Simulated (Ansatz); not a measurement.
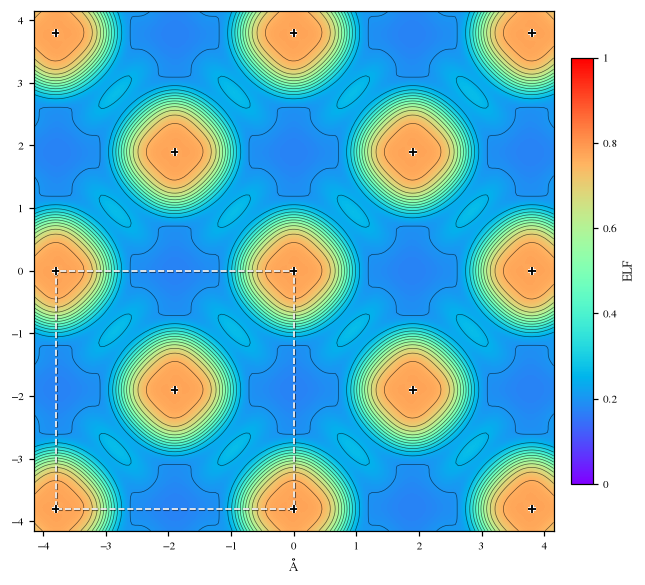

The electron localisation function on a plane through atoms (crosses mark nuclei in the plane).

Method: DFT r2SCAN, scalar-relativistic, plane waves, PAW in Ansatz.

Candidates:
A. Rh, a = 3.80 Å, b = 3.80 Å, c = 3.80 Å, α = 90.00°, β = 90.00°, γ = 90.00°. Space group Fm-3m; started from the fcc prototype; computed without spin polarisation.
B. Mg, a = 3.21 Å, b = 3.21 Å, c = 5.21 Å, α = 90.00°, β = 90.00°, γ = 120.00°. Space group P6₃/mmc; started from the hcp prototype.

Question: Which system is this?

Answer: Candidate A: Rh on the (100) plane of the conventional cell, which holds Rh. Rh–Rh (2.69 Å): the ELF is about 0.25 at the midpoint (no localised pair shows between them).
